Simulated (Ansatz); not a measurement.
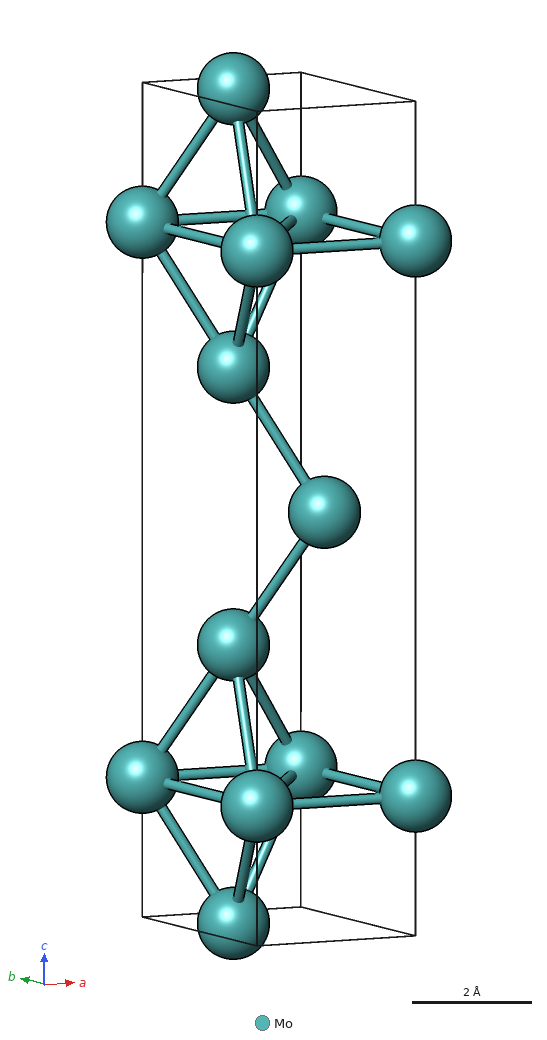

Crystal structure, ball-and-stick style, seen from a general direction. The edges of the conventional unit cell are marked.

Mo, space group P-6m2 (No. 187), a = 2.77 Å, b = 2.77 Å, c = 14.56 Å, α = 90.00°, β = 90.00°, γ = 120.00°.

The numbers come from Ansatz 0.2.0, DFT PBE, scalar-relativistic, plane waves, PAW, using wavefunction cutoff 420 eV, Brillouin-zone sampling on a 30×30×8 mesh, Gaussian smearing of 0.1 eV, no spin polarisation.

Question: How large a gap does the method give, if there is one?

Answer: A metal: bands cross the Fermi level.

Question: How far is the cell from zero pressure?

Answer: The computed pressure is 0.0 GPa, close to zero.

Starting structure: a structure type filled with this element by a generator (whether the element takes this form wasn't checked). Earlier steps of the study may have refined or changed the cell and positions. It went into a calculation with Ansatz.
